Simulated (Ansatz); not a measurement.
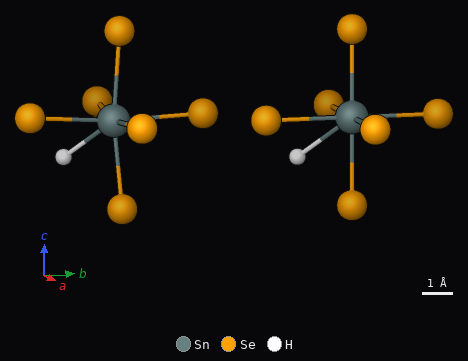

Two geometries of solid Sn₈HSe₈ (set up in F-43m), drawn at one scale. One is the start of a relaxation, the other its converged end. The picture is a ball-and-stick view of the atoms within 4.2 Å of the atom that moves most (axes of the conventional cell (4 times the calculation's cell) (origin shifted)), seen slightly off an axis. Lengths and directions refer to the drawn axes.

Computed with DFT PBE+D3(BJ), scalar-relativistic, plane waves, PAW (Ansatz). Set-up: plane-wave cutoff 420 eV; k-point mesh 4 × 4 × 4; occupations gaussian; smearing width 0.1 eV; no spin polarisation; cell and atoms relaxed; force threshold 0.025 eV/Å; at most 70 steps.

> Which one is relaxed?

The left one is the relaxed one. Case: 1 H put on empty site 1 of 8 host cells, relaxed. The largest moves relative to the cell, 0.21 Å, are those of Sn atoms. By element the largest moves are Sn 0.21 Å, Se 0.20 Å. H stays in place. Cell: a = b = c 11.947 → 11.918 Å (−0.2 %). Volume −0.7 %. Near-neighbour distances that change, for instance: H–Sn 2.587 → 2.375 Å, Se–Sn 2.987 → 3.068 Å, Se–Sn 2.987 → 2.993 Å. Among the angles between lasting bonds that change: Se–Sn–Se 180.0° → 169.5°, Se–Sn–Se 90.0° → 98.5°, Se–Sn–Se 90.0° → 84.0°. The space group stays F-43m (No. 216). Over 4 accepted moves (6 points after the start) the energy falls by 0.256 eV per cell of the calculation. Largest force component: 0.18 eV/Å at the start, 0.024 eV/Å at the end. The pressure goes from −0.02 to 0.04 GPa. The line search rejected the trial step at point 2 of the run. At 1 point the geometry stayed and the basis and grid were re-selected for the new cell (energy shift of 0.6 meV per cell of the calculation at most each time). The run took 5.1 min on 2 threads of Intel(R) Xeon(R) Processor @ 2.50GHz (Skylake/Cascade Lake), with other jobs on the host, peak memory 1.2 GiB.
